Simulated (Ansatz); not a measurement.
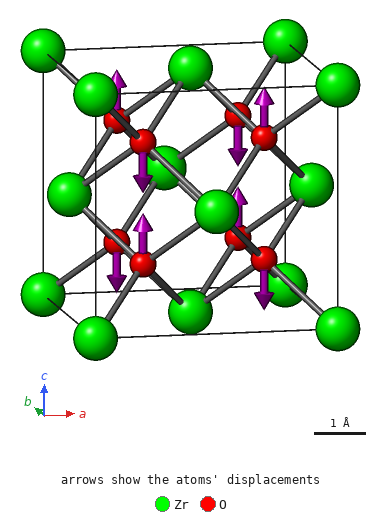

Phonons of crystalline ZrO$_{2}$ relaxed at 40 GPa, space group Fm-3m (No. 225), at the zone centre. The optical levels lie at 375 (×3), 677 (×3) cm⁻¹. One mode is drawn. The purple arrows are the displacements of the atoms (eigenvector over the root of the mass), of arbitrary overall length and sign. A ball-and-stick model of the conventional cell (4 times the calculation's cell), seen slightly off an axis. Lengths and directions refer to the drawn axes.

Theory: DFT PBEsol, scalar-relativistic, plane waves, PAW (Ansatz 0.2.0). Set-up: plane-wave cutoff 420 eV; k-point mesh 8 × 8 × 8; occupations fixed; target pressure 40 GPa; no spin polarisation.

Frequencies are those without the non-analytic (LO–TO) term.

Question: To which level does it belong?

Answer: The level at 677 cm⁻¹. This is the T₂g mode (triply degenerate; one member of the set is drawn), the highest optical level, Raman-active by symmetry. The Zr atoms stay at rest; all motion is along c; atoms of one kind move against one another, with no net shift of their sublattice.
